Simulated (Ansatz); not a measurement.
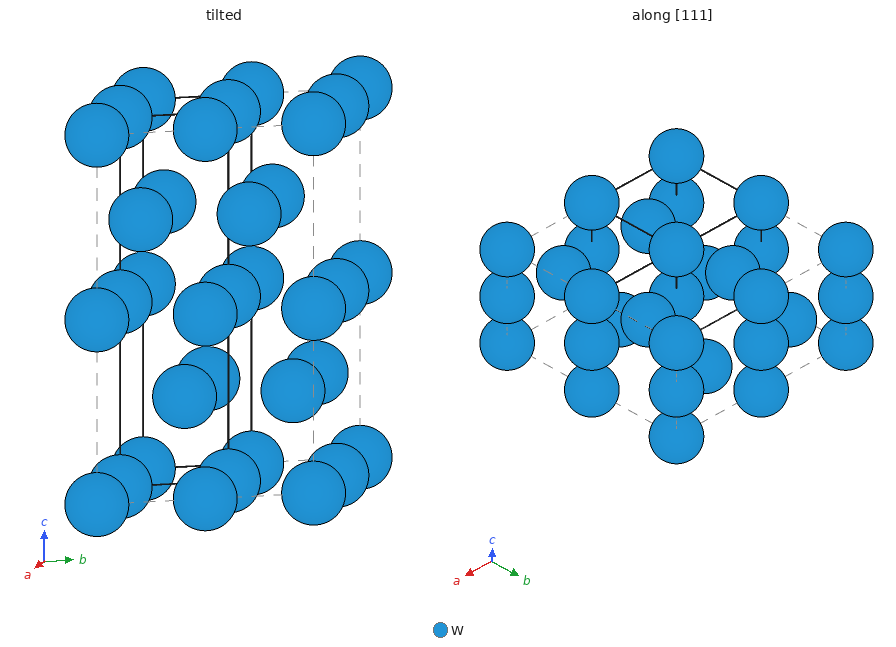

We look at a spheres-only model of the crystal slightly off an axis and along [111]. One conventional unit cell is drawn solid; the view covers 2×2×1 cells.

The element is tungsten. The symmetry is that of P6_3/mmc (No. 194), on a primitive hexagonal lattice. It adopts the structure known as double hexagonal close-packed (α-La type). The cell holds four atoms. Around each W lie twelve W.

The model was built from a structure listed in the Materials Project, with elements exchanged, so it need not be a known form of the compound. The cell was then strained or its atoms displaced on purpose. A calculation with Ansatz used it as input.

At this level of theory the cell isn't at rest (stretched, at -29 GPa), so its distances can differ from those at equilibrium, the more so the softer the solid.
